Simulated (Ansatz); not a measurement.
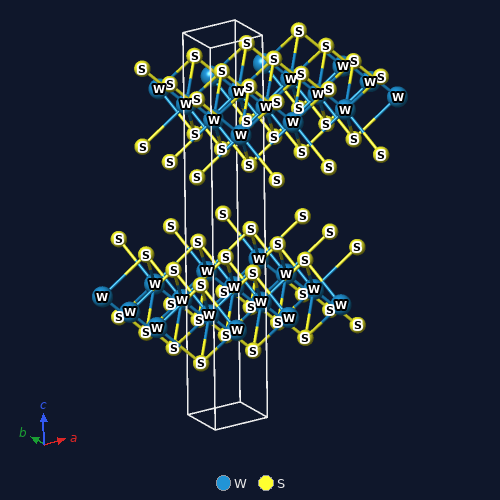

WS2 (space group P-1, No. 2): the input geometry of an electronic-structure calculation (not necessarily at equilibrium); the starting structure was generated, so it need not be a known form of this composition.

Bonds are taken as S–W below 2.7 Å; no other contact counts. The graph is simplified in the usual way: terminal and isolated atoms are pruned, two-connected atoms become edges.

### What kind of net remains, and which atoms are its nodes?

A binodal (3,6)-connected, two-periodic (layers) net: S is a 3-connected node; W is a 6-connected node, in the ratio 2:1.

### Name the underlying net.

It is the net of the trigonal-prismatic layers of 2H-MoS2.

### How do the layers lie?

The layers lie parallel to (001).

### Give the first four terms of the coordination sequence (nodes one, two, three … edges away).

S: 3, 13, 9, 24; W: 6, 6, 18, 12.

The simplified net, drawn on the atoms' positions. Nodes are coloured by element. One layer is drawn. Edges to nodes outside the piece are drawn as stubs.

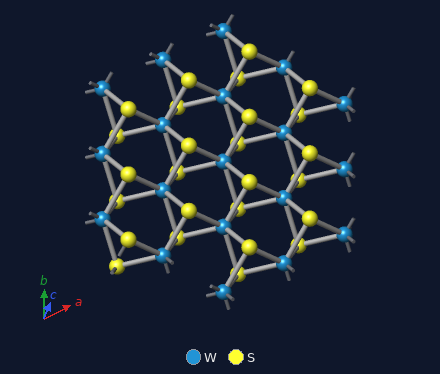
